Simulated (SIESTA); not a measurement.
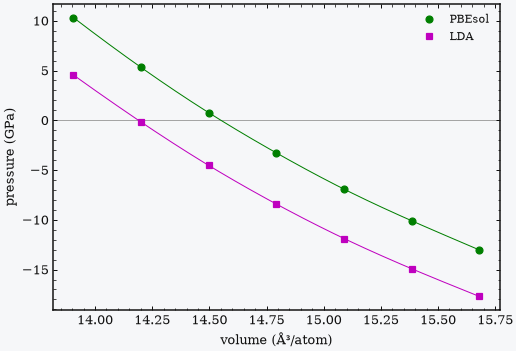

The plot gives the computed pressure against volume, with one curve for each functional, for HfN (space group F-43m).

How it was computed, with SIESTA 5.4.2: DFT in numerical atomic orbitals with pseudopotentials, no spin polarisation; energies at scaled volumes of the given cell, shape and fractions fixed, counted from the fit's minimum, third-order Birch-Murnaghan fit. All runs: no spin polarisation.

- k mesh: 9×9×9
- occupations: Fermi–Dirac
- smearing width: 0.05 eV
- potentials: PseudoDojo 0.4 standard, converted to PSML, two zetas on semicore shells

> Order the curves by fitted equilibrium volume, smallest first.

LDA 14.186, PBEsol 14.550 Å³/atom.

> Order the curves by fitted bulk modulus, smallest first.

PBEsol 206.1, LDA 221.0 GPa.

Keep in mind: mulliken charges of long orbitals; short basis over semicore shells.

The computed values:

PBEsol:
```
volume (Å³/atom)  pressure (GPa)
           13.91           10.32
           14.20            5.31
           14.50            0.76
           14.79           -3.28
           15.09           -6.92
           15.38          -10.10
           15.68          -13.03
```

LDA:
```
volume (Å³/atom)  pressure (GPa)
           13.91            4.55
           14.20           -0.18
           14.50           -4.54
           14.79           -8.42
           15.09          -11.88
           15.38          -14.92
           15.68          -17.70
```
